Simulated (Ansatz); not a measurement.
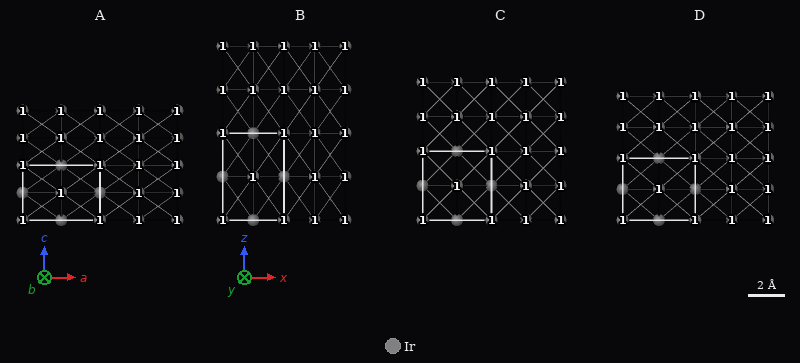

Energy scan for solid Ir (Fm-3m), in which the ratio of the cell's length along z to its lengths across, counted as 1 for the reference, is changed at fixed volume (a tetragonal or Bain path), with the atoms kept at their fractional coordinates. x, y and z are the Cartesian axes of the input. Style: ball-and-stick. Shown: the conventional cell (4 times the calculation's cell), repeated 2 × 1 × 2 with one cell outlined, along the b axis. Lengths and directions refer to the drawn axes.

These are results of DFT PBE, scalar-relativistic, plane waves, PAW in Ansatz, not measurements. Set-up: plane-wave cutoff 420 eV; k-point mesh 24 × 24 × 24; occupations gaussian; smearing width 0.15 eV; no spin polarisation. Energies (free energies at the smearing named) are counted from the cell as listed in its source, which wasn't relaxed.

Order these geometries by energy, lowest first.

Answer. Lowest first: C (the relative ratio 1.00, 0 meV/atom), D (the relative ratio 0.85, 258 meV/atom), A (the relative ratio 0.707, 685 meV/atom), B (the relative ratio 1.414, 1171 meV/atom). Over the whole scan: of the computed points the lowest is at the relative ratio 1.00, 0 meV/atom. The unrelaxed reference is under a pressure of 9.1 GPa. The distortion takes the space group from Fm-3m to I4/mmm, except for Im-3m at 0.707. At the relative ratio 1.414 the cell of the drawing goes a 3.839 → 3.421 Å, b 3.839 → 3.421 Å, c 3.839 → 4.837 Å.
